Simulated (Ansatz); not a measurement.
System: SnSe.

The calculation's input:

```
crystal:
  lattice:
    - [11.488096792, 0.0, 0.0]
    - [0.0, 4.1704104804, 0.0]
    - [0.0, 0.0, 4.3856627923]
  atoms:
    - { symbol: Sn, position: [0.1179775692, 0.25, 0.095066476] }
    - { symbol: Sn, position: [0.3820224308, 0.75, 0.595066476] }
    - { symbol: Sn, position: [0.6179775692, 0.25, 0.404933524] }
    - { symbol: Sn, position: [0.8820224308, 0.75, 0.904933524] }
    - { symbol: Se, position: [0.3571072057, 0.25, 0.0222476369] }
    - { symbol: Se, position: [0.1428927943, 0.75, 0.5222476369] }
    - { symbol: Se, position: [0.8571072057, 0.25, 0.4777523631] }
    - { symbol: Se, position: [0.6428927943, 0.75, 0.9777523631] }
basis:
  ecutwfc: 420
kpoints:
  mp_grid: { grid: [4, 8, 8] }
hamiltonian:
  xc: pbe
  dispersion: d3bj
scf:
  occupations: { method: gaussian, width: 0.02 }
output:
  forces: true
  stress: true
  eigenvalues: true
  write_density: true
  write_potential: true
  elf: true
  volumetric_format: npy
relax:
  adjacent_minimum: "off"
  f_tol: 0.005
  max_steps: 80
  cell: { stress_tol: 0.05 }
```

Run with:

```sh
ansatz run input.yaml --threads 2 --pin off --max-ram 5120MiB --backend cpu --events-out ev --progress --plain --runs-dir out
```

Below, planes, directions and counts refer to the conventional cell (a = 11.48 Å, b = 4.17 Å, c = 4.39 Å, α = 90.00°, β = 90.00°, γ = 90.00°).

The fields are those of the relaxed geometry.

Space group Pnma.

Computed with DFT PBE+D3(BJ), scalar-relativistic, plane waves, PAW in Ansatz.

Predict the valence pseudo-density and electron localisation function between the atoms.

Sn–Se (2.77 Å): ρ is about 0.35 e/Å³ halfway; the ELF is about 0.55 at the midpoint.

Does the calculation make it a metal, or give it a gap?

It is gapped, with a Kohn–Sham gap of 0.57 eV on the k-point mesh, an upper bound to the gap of this method.

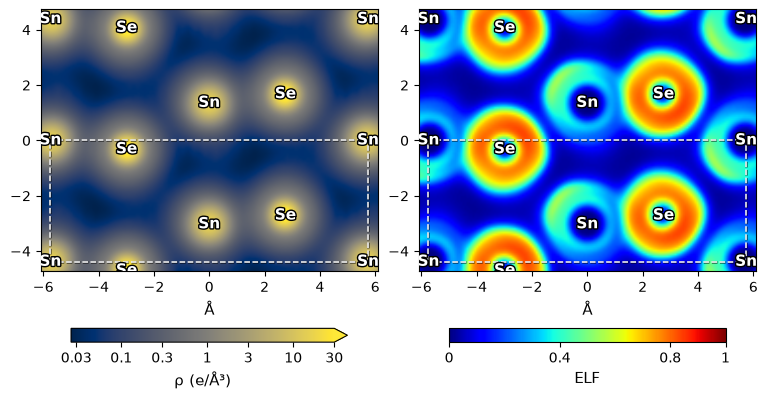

Computed valence pseudo-density and electron localisation function on the (010) plane of the conventional cell, in this order. 
